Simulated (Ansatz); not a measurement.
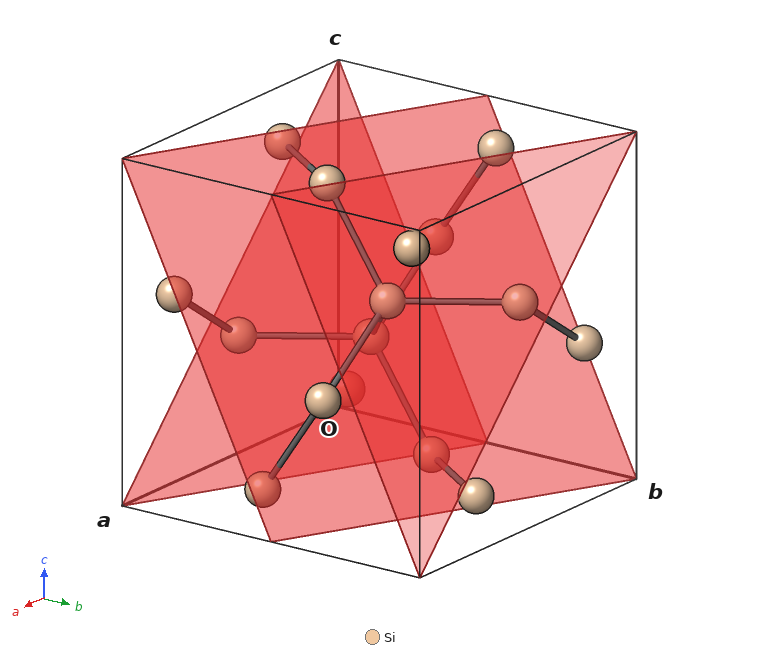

Crystal: Si, the input geometry of an electronic-structure calculation (not necessarily at equilibrium). Every member of one family of equally spaced planes, hx + ky + lz = a whole number, that cuts the unit cell is shaded (one member passes through the origin O, touching the cell only at an edge or corner). Symmetry computed with spglib at a tolerance of 0.002 Å; standard conventional cell.

a = 6.686 Å, b = 6.686 Å, c = 6.686 Å, α = 90.00°, β = 90.00°, γ = 90.00°.

Question: What are the Miller indices?

Answer: (1 2 1); the opposite sign names the same planes. The member next to the origin meets the axes a at 1, b at 1/2, c at 1.

Question: What is the spacing?

Answer: d = 2.730 Å.

Question: Which atoms of the cell lie in these planes (within 0.03 Å)?

Answer: No atom.
